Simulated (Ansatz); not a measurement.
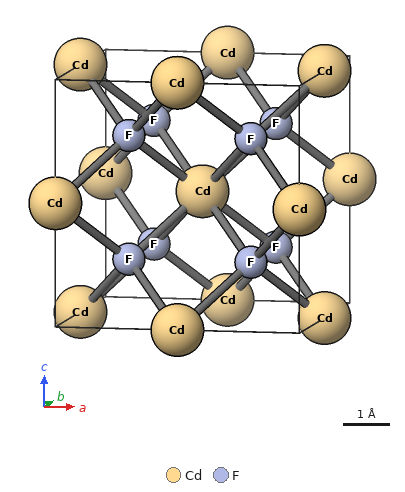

*The input geometry (ball-and-stick view of the cell 4 times as large as that of the calculation, set on its symmetry axes, seen slightly off an axis). An atom can appear more than once, as a periodic image.*

Near neighbours in the periodic cell (some may lie outside the picture): Cd has 8 F at 2.37 Å; F has 4 Cd at 2.37 Å.

**CdF2: single-point calculation**

System: CdF2 (Fm-3m, 3 atoms in the cell).
Method: DFT r2SCAN, scalar-relativistic, plane waves, PAW, no spin polarisation (Ansatz 0.2.0).

The structure was made by a generator, so it may or may not be a known phase.

## Output
```
Engine: ansatz 0.2.0, x86_64-unknown-linux-gnu
Pseudopotentials: kind: paw
Pseudopotential: Cd, paw, valence charge 20, recommended cutoff 500 eV (meta_gga), Cd.paw.azcp
Pseudopotential: F, paw, valence charge 7, recommended cutoff 500 eV (meta_gga), F.paw.azcp
Functional definition: r2SCAN
  parameter k0 = 0.174
  parameter k1 = 0.065
  parameter a1 = 4.9479
  exchange = r2scan_x(k0 = k0, k1 = k1, a1 = a1)
  correlation = r2scan_c
Crystal: 3 atoms, lattice volume = 41.172 Å³
Basis set: ecut = 500 eV, 1037 PW (Γ), exchange–correlation on 120×120×120 points (64 copies of the dense FFT grid, shifted against one another)
Bands: 21, of which v1, the nominal top of the filled ones, is band 17 counted from 1 (16 counted from 0)
Symmetry: 48 space group operations
Space group: Fm-3m (ITA 225), of the structure as read, at distance tolerance 3.5e-5 Å
k-points: 29 of 512
Non-local potential: Cd, projectors of the file, l = 0: 3, l = 1: 2, l = 2: 2, l = 3: 1
Non-local potential: F, projectors of the file, l = 0: 2, l = 1: 2, l = 2: 1
PAW form: soft (Blöchl's): semilocal exchange-correlation on the pseudo side does not see the compensation charge
PAW frozen core: Cd, regenerated for the run's functional (the file was generated under x = pbe(κ = 0.804, μ = 0.2195149727645171), c = pbe(β = 0.06672455060314922))
PAW frozen core: F, regenerated for the run's functional (the file was generated under x = pbe(κ = 0.804, μ = 0.2195149727645171), c = pbe(β = 0.06672455060314922))
PAW one-centre angular grid: Cd, 590 points (default); XC on 160 Gauss nodes
PAW one-centre angular grid: F, 302 points (default); XC on 160 Gauss nodes
Initial density: read from a saved state, or passed on in memory by an earlier SCF of this step, an earlier step, the calling program or the single point that the run made first
Stability of the state it starts from, as read at its close in the unpolarized treatment: not read negative (Ritz values of 1 − χ₀K, real part plus size of imaginary part, from 0.83 to 1.1, by its mixing steps under the symmetry group of the SCF that read it)
Initial wavefunctions: pseudopotential atomic-orbital guess
Functional: x = r2scan, c = r2scan; τ floored in thin density (d = 2e-4 eV/Å³)
iter 1 solved again at ethr=1.42e-8 eV; its pass at ethr=3.10e-3 eV (dr2=4.81e-6 eV) is discarded
SCF iter   1: F=—  HF=-9889.343571 eV  |F-HF|=—  |Δ(HF+E_count)|=         —  Δρ=5.37e-6  dr2=8.95e-9  dr2_τ=6.37e-10  ethr=1.42e-8  ⟨swp⟩=3.0  Hψ=4248  notcnv=0
preconditioner: auto → none  [insulator: Δε(μ)=3.604 eV  Ē_g=17.177 eV  σ=0.020 eV  W_gap=1.00  n_scr=14 (ndim 8)  ℏωp=29.5 eV  f_vac=0.148  D(μ)=0.00/eV (n_scr^D=0)  ε∞_Penn≈4.0]
SCF iter   2: F=-9889.343571 eV  HF=-9889.343571 eV  |F-HF|=8.66e-10  |Δ(HF+E_count)|=   3.83e-9  Δρ=3.03e-6  dr2=1.59e-9  dr2_τ=4.31e-10  ethr=2.63e-11  ⟨swp⟩=4.0  Hψ=1646  notcnv=0
SCF 1 converged in 2 iterations: F = -9889.343571 eV  dr2 = 1.59e-9
  greatest PAW one-centre occupation: 1.003 electrons in one spin orbital (limit 2), on the Cd atom at site 0 (counted from 0), in its partial waves of l = 1
NSCF: frozen V_eff on 30 k-points
SCF converged after 2 iterations
Free energy (F): -9889.343571 eV
Harris-Foulkes:  -9889.343571 eV  (|F-HF|=8.66e-10)
Internal energy: -9889.343571 eV  (E = F + TS)
E sigma→0 (E₀):  -9889.343571 eV
Fermi energy:    6.925734 eV
--- Per-component energies (eV) ---
  E_band       = -544.291622
  E_kinetic    = 920.586124
  E_local      = -4344.478478  (includes V_loc(G=0)·N_el)
  E_nonlocal   = 183.884734
  E_hartree    = 1921.540857
  E_xc         = -325.486880
  E_vxc        = -475.571665  (∫ρ·V_xc dr)
  E_paw        = -4515.523059  (= ΣΔE_a)
  E_vpaw       = -705.529721  (= ΣTr[D̂ρ^β])
  E_aug_tail   = 0.002219  (compensation charges beyond the density's cutoff)
  E_vtau       = 33.732832  (kinetic-family band-sum trace: ∫τ·v_τ [+ j·A + Jᵃ·Aᵃ] dr)
  E_ewald      = -3729.241534
  E_core_change = -0.627554  (= ΣΔE_core)
  E_smearing   = -0.000000  (= −TS)
  E_closure    = 0.000000  (closes the sum)
  Σ components = -9889.343571   (vs F -9889.343571, Δ=0.00e0)
--- Band table (eV; the first three rows and the last of 29) ---
  k-point 0: bands = ["-95.9320", "-56.1307", "-56.1307", "-56.1307", "-16.5313", "-15.6037", "-0.3868", "-0.3868", "-0.3868", "0.6070", "0.6070", "4.2611", "4.2611", "4.2611", "4.5484", "4.5484", "4.5484", "8.7278", "18.4951", "18.4951", "18.4951"]
  k-point 1: bands = ["-95.9320", "-56.1309", "-56.1307", "-56.1307", "-16.4898", "-15.6401", "-0.3355", "-0.3355", "-0.2421", "0.5935", "0.5935", "3.8181", "4.1446", "4.1446", "4.4883", "4.5810", "4.5810", "9.2653", "17.6729", "18.7187", "18.7187"]
  k-point 2: bands = ["-95.9320", "-56.1316", "-56.1308", "-56.1308", "-16.3768", "-15.7398", "-0.2188", "-0.2188", "0.1420", "0.5840", "0.5840", "3.1620", "3.8763", "3.8763", "4.0430", "4.6317", "4.6317", "10.5148", "16.4027", "19.3009", "19.3009"]
  k-point 28: bands = ["-95.9320", "-56.1319", "-56.1319", "-56.1313", "-16.0308", "-16.0308", "0.1463", "0.4191", "0.4628", "0.5560", "0.5560", "1.8609", "2.6420", "3.7077", "3.7077", "4.6087", "5.1235", "13.6518", "16.8395", "17.3806", "17.3806"]
```

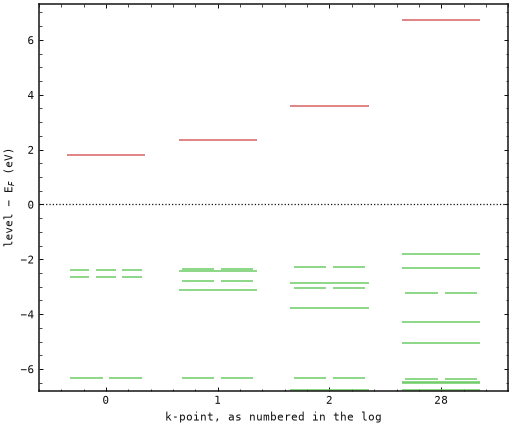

*Kohn–Sham levels near the Fermi level (dotted) at the few k-points that the log prints; levels within 0.02 eV of each other stand side by side.*

Among these points the highest filled and lowest empty levels are 3.60 eV apart, which is the gap on the mesh.

This output came from the following input.

## Input
```yaml
crystal:
  lattice:
    - [0.0, 2.7406778771, 2.7406778771]
    - [2.7406778771, 0.0, 2.7406778771]
    - [2.7406778771, 2.7406778771, 0.0]
  atoms:
    - { symbol: Cd, position: [0.5, 0.5, 0.5] }
    - { symbol: F, position: [0.25, 0.25, 0.25] }
    - { symbol: F, position: [0.75, 0.75, 0.75] }
basis:
  ecutwfc: 500
kpoints:
  mp_grid: { grid: [8, 8, 8] }
hamiltonian:
  xc: r2scan
scf:
  occupations: { method: gaussian, width: 0.02 }
output:
  forces: false
  stress: false
  eigenvalues: true
  eigenstates:
    kpoints:
      - [0.25, -0.5, -0.25]
      - [0.25, -0.491276151, -0.241276151]
      - [0.25, -0.508723849, -0.258723849]
      - [0.258723849, -0.5, -0.241276151]
      - [0.241276151, -0.5, -0.258723849]
      - [0.258723849, -0.491276151, -0.25]
      - [0.241276151, -0.508723849, -0.25]
      - [0.256168693, -0.493831307, -0.237662615]
      - [0.243831307, -0.506168693, -0.262337385]
      - [0.256168693, -0.487662615, -0.243831307]
      - [0.243831307, -0.512337385, -0.256168693]
      - [0.262337385, -0.493831307, -0.243831307]
      - [0.237662615, -0.506168693, -0.256168693]
      - [0.260073433, -0.489926567, -0.239926567]
      - [0.239926567, -0.510073433, -0.260073433]
      - [0.0, 0.0, 0.0]
      - [0.0, 0.008723849, 0.008723849]
      - [0.0, -0.008723849, -0.008723849]
      - [0.008723849, 0.0, 0.008723849]
      - [-0.008723849, 0.0, -0.008723849]
      - [0.008723849, 0.008723849, 0.0]
      - [-0.008723849, -0.008723849, 0.0]
      - [0.006168693, 0.006168693, 0.012337385]
      - [-0.006168693, -0.006168693, -0.012337385]
      - [0.006168693, 0.012337385, 0.006168693]
      - [-0.006168693, -0.012337385, -0.006168693]
      - [0.012337385, 0.006168693, 0.006168693]
      - [-0.012337385, -0.006168693, -0.006168693]
      - [0.010073433, 0.010073433, 0.010073433]
      - [-0.010073433, -0.010073433, -0.010073433]
    e_range: [-5.104299, 5.104299]
checkpoint:
  read: start.run
  write: ck
  compress: false
  write_wavefunctions: false
  write_every: 100000
```

Launch command:
```bash
ansatz run input.yaml --threads 1 --pin off --max-ram 2560MiB --backend cpu --events-out ev --progress --plain --runs-dir out
```

## Results in brief

```csv
quantity,value
outcome,converged
space group (tolerance 0.01 Å),Fm-3m (225)
electrons treated,34
free energy,−9889.3436 eV
Fermi energy,6.926 eV
gap on the k-point mesh,3.60 eV
hardware,"1 thread of Intel Xeon @ 2.70GHz, 189 GiB of memory available, shared host"
wall time,3 s
peak memory,0.39 GiB
```
